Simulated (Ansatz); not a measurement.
The calculation's input:

```
crystal:
  lattice:
    - [3.0759982064, 0.0, 0.0]
    - [-1.5379991032, 2.6638925888, 0.0]
    - [0.0, 0.0, 5.048]
  atoms:
    - { symbol: Si, position: [0.3474104775, 0.694820955, 0.0] }
    - { symbol: Si, position: [0.6525895225, 0.305179045, 0.5] }
    - { symbol: C, position: [0.3205613458, 0.6411226917, 0.385] }
    - { symbol: C, position: [0.6794386542, 0.3588773083, 0.885] }
basis:
  ecutwfc: 420
kpoints:
  mp_grid: { grid: [12, 12, 6] }
hamiltonian:
  xc: lda
scf:
  occupations: { method: gaussian, width: 0.05 }
output:
  forces: true
  stress: true
  eigenvalues: true
  write_density: true
  write_potential: true
  elf: true
  volumetric_format: npy
```

Launched as:

```sh
ansatz run input.yaml --threads 2 --pin off --max-ram 5120MiB --backend cpu --events-out ev --progress --plain --runs-dir out
```

Below, planes, directions and counts refer to the conventional cell (a = 3.08 Å, b = 5.33 Å, c = 5.05 Å, α = 90.00°, β = 90.00°, γ = 90.00°).

Space group Cmc2₁; not relaxed (largest force 0.9 eV/Å); computed pressure about −4 GPa in this cell.

Computed with DFT LDA, scalar-relativistic, plane waves, PAW in Ansatz 0.2.0.

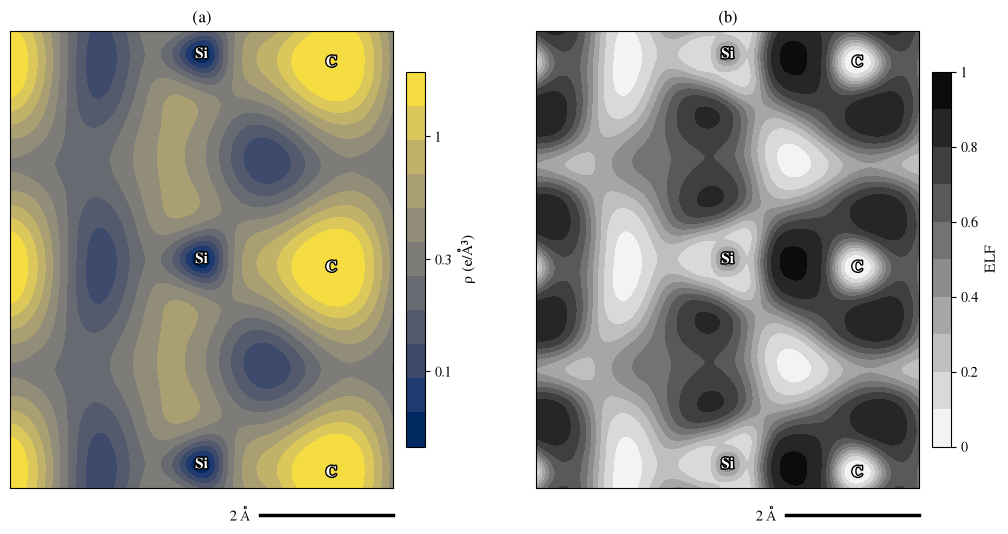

SiC. (a) valence pseudo-density; (b) ELF on the (110) plane of the conventional cell.

Q: What do the fields say about this system?

A: The section cuts through Si and C sites.
Atoms just off the plane (Si, 0.8 Å away and C, 0.9 Å away) can leave unmarked features too.
Si–C (1.95 Å): ρ is about 0.79 e/Å³ halfway; the ELF peaks at about 0.95 between the atoms: a covalent bond.
Between the atoms the lowest density in this plane is 0.1 e/Å³.
